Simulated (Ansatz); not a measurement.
The coordinates of a crystal:

```cif
data_structure
_symmetry_space_group_name_H-M 'P 1'
_symmetry_Int_Tables_number 1
_cell_length_a 3.5771
_cell_length_b 3.5771
_cell_length_c 6.4584
_cell_angle_alpha 90.000
_cell_angle_beta 90.000
_cell_angle_gamma 120.000
_cell_volume 71.57
loop_
_atom_site_label
_atom_site_type_symbol
_atom_site_fract_x
_atom_site_fract_y
_atom_site_fract_z
_atom_site_occupancy
Pt1 Pt 0.00000 0.00000 0.00000 1
S1 S 0.66667 0.33333 0.80990 1
S2 S 0.33333 0.66667 0.19010 1
```

Q: Before looking at a picture, describe the arrangement of atoms.

A: The structure is one of PtS₂. The atoms follow space group P-3m1 (No. 164); the Bravais lattice is primitive hexagonal. Its structure type: cadmium iodide (CdI₂, 1T) type. With Z = 1, the cell contains 1 Pt, 2 S. The neighbours of Pt are six S in a distorted octahedral arrangement at 2.40 Å. Each S is bonded to three Pt in a trigonal pyramidal arrangement at 2.40 Å. The bonds build PtS2 layers parallel to (001).

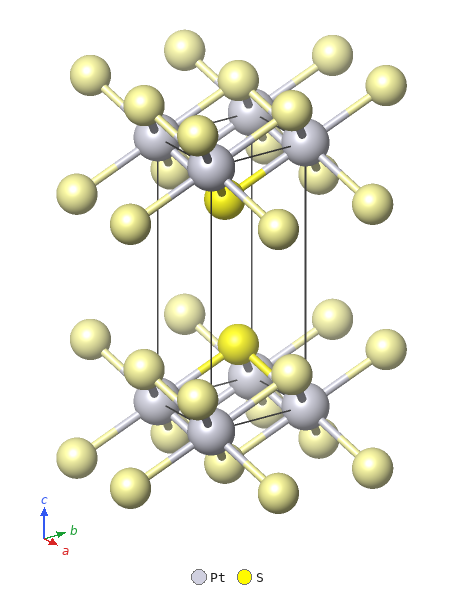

A ball-and-stick rendering, viewed slightly off an axis. The wireframe shows the conventional unit cell. Atoms just outside the outline that bond to atoms inside are added, in fainter colours. Colours: platinum light grey, sulfur yellow.

The cell started as a structure listed in the Materials Project. The picture shows the end point of a geometry optimisation with DFT PBE, scalar-relativistic, plane waves, PAW in Ansatz 0.2.0.
